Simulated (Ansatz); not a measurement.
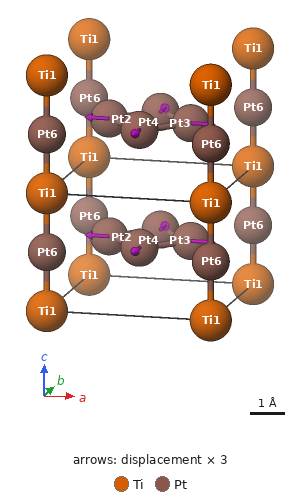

This is a relaxation of crystalline TiPt5 (a generated structure, set up in P4/mmm) (coarse preliminary run). The starting structure is drawn; purple arrows show the displacements (the part carried along by the change of the cell is left out), magnified 3 times.

Style: ball-and-stick. Shown: the cell of the calculation, repeated 1 × 1 × 2 with one cell outlined, slightly off an axis.

Theory: DFT PBE, scalar-relativistic, plane waves, PAW in Ansatz. (plane-wave cutoff 420 eV; k-point mesh 4 × 4 × 6; occupations gaussian; smearing width 0.1 eV; no spin polarisation; cell and atoms relaxed; force threshold 0.04 eV/Å; at most 70 steps)

Question: Which element moves most?

Answer: Platinum: up to 0.26 Å, against 0.00 Å for titanium.

Question: What did the optimiser do to the structure, and how much energy did it gain?

Answer: The largest moves relative to the cell, 0.26 Å, are those of Pt atoms. Ti stays in place. The drawn cell changes as follows: a = b 5.102 → 5.830 Å (+14.3 %), c 3.641 → 4.642 Å (+27.5 %); the volume changes by +66.5 %. Near-neighbour distances that change, for instance: Pt–Pt 2.545 → 3.428 Å, Pt–Pt 1.800 → 2.424 Å, Pt–Ti 1.821 → 2.321 Å, Pt–Pt 2.556 → 2.401 Å. The space group stays P4/mmm (No. 123). After 10 accepted moves (12 points after the start) the energy has fallen by 7757 meV per atom. The largest force component goes from 68 to 0.0016 eV/Å. The pressure goes from 266.60 to −0.04 GPa. At 2 points the geometry stayed and the basis and grid were re-selected for the new cell (energy shift of 92.3 meV per atom at most each time).
